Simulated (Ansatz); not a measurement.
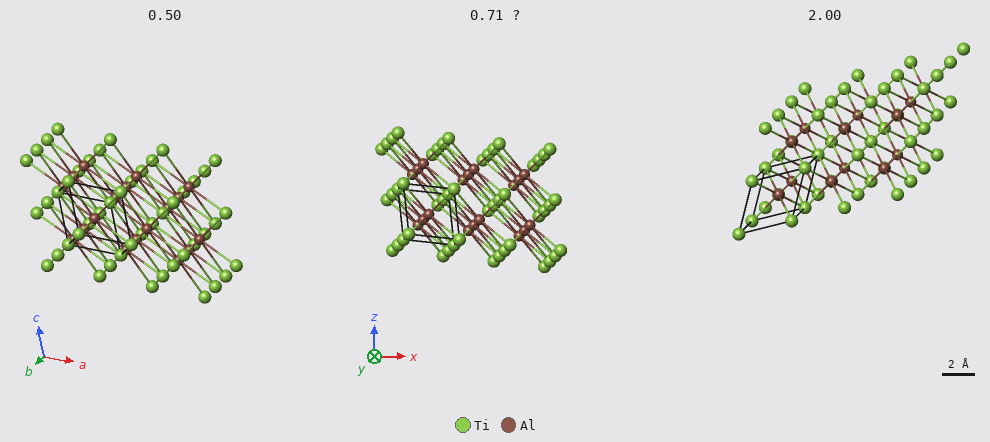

A scan of crystalline TiAl (Pm-3m): the ratio of the cell's length along [111] to its lengths across, counted as 1 for the reference, is changed at fixed volume (a trigonal path), with the atoms kept at their fractional coordinates. x, y and z are the Cartesian axes of the input. Style: ball-and-stick. Shown: the cell of the calculation, repeated 3 × 3 × 2 with one cell outlined, along the b axis.

Theory: DFT PBEsol, scalar-relativistic, plane waves, PAW (Ansatz). Set-up: plane-wave cutoff 420 eV; k-point mesh 16 × 16 × 16; occupations gaussian; smearing width 0.15 eV; no spin polarisation. Energies (free energies at the smearing named) are counted from the cell as listed in its source, which wasn't relaxed.

```json
{"axial ratio over its reference value": "0.50", "ΔE (meV/atom)": "5737"}
{"axial ratio over its reference value": "0.60", "ΔE (meV/atom)": "2753"}
{"axial ratio over its reference value": "0.71", "ΔE (meV/atom)": "?"}
{"axial ratio over its reference value": "1.00", "ΔE (meV/atom)": "0"}
{"axial ratio over its reference value": "1.41", "ΔE (meV/atom)": "259"}
{"axial ratio over its reference value": "2.00", "ΔE (meV/atom)": "596"}
```

Question: Fill in the missing row.

Answer: A straight line between the two neighbours gives 1996 meV/atom. A cubic through the four nearest rows (0.50, 0.60, 1.00, 1.41) gives, with Lagrange weights, (−0.4908)(5737) + (1.3157)(2753) + (0.1972)(0) + (−0.0222)(259) = 801 meV/atom. The calculation gives 1092 meV/atom, so the cubic is 291 meV/atom too low and the straight line 904 meV/atom too high, as the curve bends upwards here.

The whole profile:

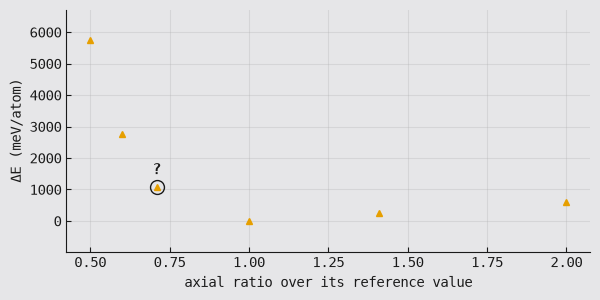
